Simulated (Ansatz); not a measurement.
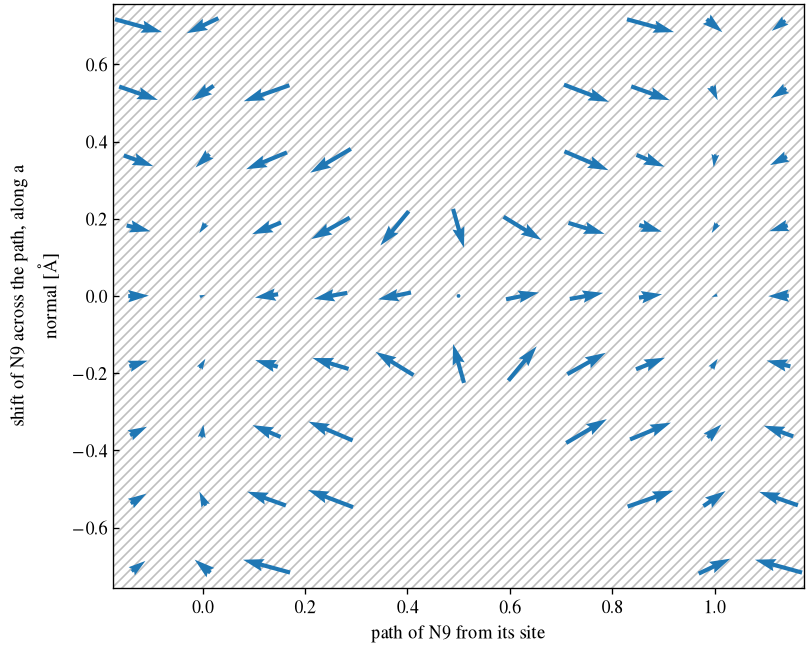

AlN (P6_3/mmc phase) with one N vacancy (11 atoms in the cell, cell charge +3). An atom moved over a plane that holds its own site and a neighbouring vacancy (x along [1 −1 0], y along [1 1 0], z along [0 0 1] of the conventional cell). First axis: path of N9 from its site (0) to the vacancy (1), 2.814 Å. Second axis: shift of N9 across the path, along a normal. Nothing is relaxed (all other atoms held at the sites of the perfect crystal). The grid has 11 × 9 points; 37 points were computed and 36 follow by symmetry. At 26 points there is no value (left out of the scan, as a rule where atoms come close). Points are written as (first, second). The cell is charged on a uniform background, without a charge correction. Method: Ansatz, DFT PBEsol, scalar-relativistic, plane waves, PAW. Settings: cutoff 420 eV, k-mesh 6×6×6, gaussian smearing 0.05 eV, no spin polarisation.

Drawn: arrows along the force (downhill), their lengths compressed, hatched blanks where no value was computed.

### The arrows alone are given. Where are the wells?

The arrows converge at (0.000, 0.000 Å) [nearest 3 Al at 1.91 Å]; (1.000, 0.000 Å) [nearest 3 Al at 1.91 Å] (read from the interpolated surface).

The energy map of the same scan:

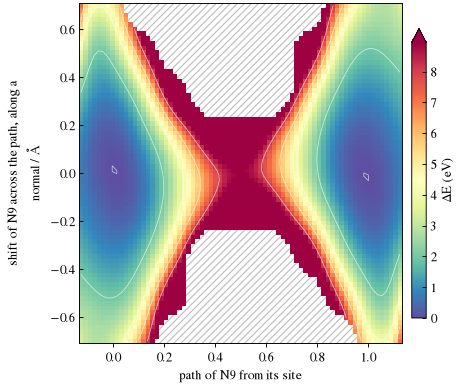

Energies are in eV, from the lowest grid point; between grid points the surface is interpolated.

PAW datasets: the set soft_1.
